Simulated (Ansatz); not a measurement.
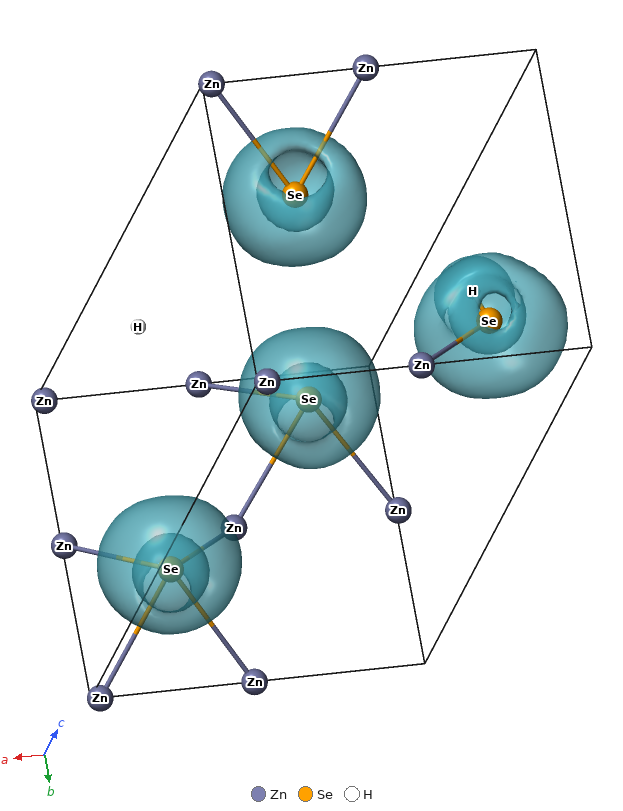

Zn4HSe4 (cell charge +1, with a compensating background) (distorted or defective cell). Isosurface of the ELF at 0.7 (cyan), seen at an oblique angle. Only the valence region is drawn (cores and ρ < 0.01 e/Å³ removed). Sticks mark near contacts.

PAW files of the earlier set (soft_1).

Computed with DFT LDA, scalar-relativistic, plane waves, PAW (Ansatz).

In a PAW calculation such maps are meaningful between the atoms, not at the nuclei.

```
Zn Se H
1.0
    -3.98200   -3.98200    0.00000
    -3.98200    3.98200    0.00000
     3.98200    0.00000   -5.25853
Zn Se H
4 4 1
Direct
  0.97459 0.00561 0.00481
  0.49399 0.49876 0.01353
  0.00177 0.49862 0.01326
  0.51321 0.00642 0.00551
  0.10516 0.60899 0.72746
  0.60196 0.12033 0.72156
  0.88629 0.88665 0.29022
  0.38035 0.36360 0.27875
  0.00100 0.30267 0.52044
```

What do the ELF domains correspond to?

Answer. At this value the surface marks out three regions wrapped around Se (the valence shell of each) and one joined region spread over several atoms (H, Se), in which their bonds and any lone pairs are merged, counted in one cell of 9 atoms. Any copies at cell faces, edges or corners count once.

Values along the shortest contacts:
Se–H (1.58 Å): the ELF climbs to about 1 towards the hydrogen, as it does in any bond to H: an ordinary covalent bond to hydrogen. Zn–Se (2.43 Å): the ELF is about 0.55 at the midpoint.
